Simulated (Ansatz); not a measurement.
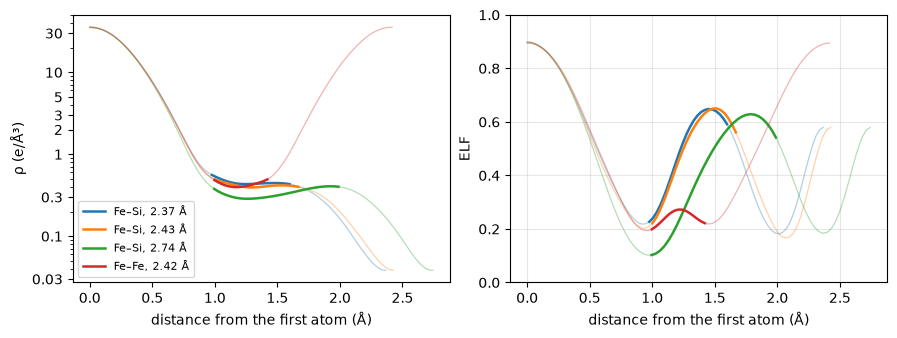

*Fe2Si. Valence electron density and ELF along straight lines between neighbouring atoms. Thin, pale parts lie inside the atomic spheres.*

Space group P-3m1; not relaxed (largest force 0.5 eV/Å); the program warned that a lower state may break the symmetry; spin-polarised.

Computed with DFT r2SCAN, scalar-relativistic, plane waves, PAW (Ansatz).

The density is the valence pseudo-density of a PAW calculation; it isn't the true density close to the nuclei.

### What can be read from the curves?

Fe–Si (2.37 Å): ρ at the midpoint is about 0.44 e/Å³; the ELF peaks at about 0.65 in the valence shell of Si, 0.9 Å from its nucleus, and is about 0.45 at the midpoint.
Fe–Si (2.43 Å): the density is about 0.4 e/Å³ at the midpoint; the ELF peaks at about 0.65 in the valence shell of Si, 0.9 Å from its nucleus, and is about 0.45 at the midpoint.
Fe–Si (2.74 Å): the density is about 0.29 e/Å³ at the midpoint; the ELF peaks at about 0.65 in the valence shell of Si, 1.0 Å from its nucleus, and is about 0.40 at the midpoint.
Fe–Fe (2.42 Å): ρ at the midpoint is about 0.4 e/Å³; the ELF is about 0.25 at the midpoint (no localised pair shows between them).
